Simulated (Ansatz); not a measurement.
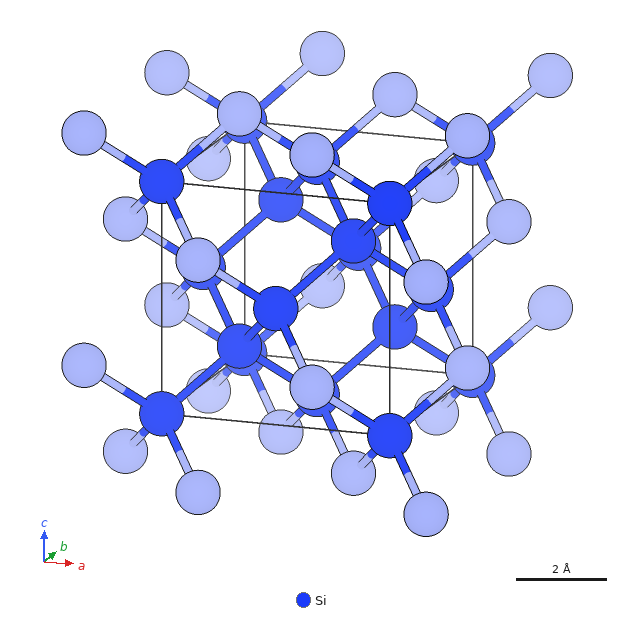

The image is a ball-and-stick drawing of a crystal, viewed slightly off an axis. The frame is the drawn cell (a repeat of the simulation cell); atoms at its boundary are shown with their periodic copies. Atoms of adjacent cells appear where they bond to atoms in the box, in fainter colours.

Si, a = 5.444 Å, b = 5.444 Å, c = 5.404 Å, α = 90.00°, β = 90.00°, γ = 90.00°. Strictly the space group is I4_1/amd (No. 141, within 0.01 Å). It is a distorted form of a face-centred cubic structure, space group Fd-3m (No. 227) within 0.25 Å: diamond. The model was built from a structure listed in the Materials Project. The cell was then strained or its atoms displaced on purpose. It went into a calculation with Ansatz.

This one geometry was computed with Ansatz (DFT, plane waves, PAW) at three levels of theory: r2SCAN, PBE and HSE06. It was relaxed with r2SCAN and then strained.

Question: How does the band gap change with the level of theory?

Answer: PBE: a gap of 0.49 eV, indirect; r2SCAN: a gap of 0.67 eV, indirect; HSE06: a gap of 1.05 eV, indirect.

Question: Collect the results in a table.

Answer:
| level | cutoff (eV) | k-mesh of the run's cell | gap (eV) | pressure (GPa) |
| --- | --- | --- | --- | --- |
| r2SCAN | 500 | 8×8×8 | 0.67 | 0.7 |
| PBE | 420 | 8×8×8 | 0.49 | 2.0 |
| HSE06 | 420 | 6×6×6 | 1.05 | 0.5 |

Gaps are taken on the k-mesh or band path of each run.
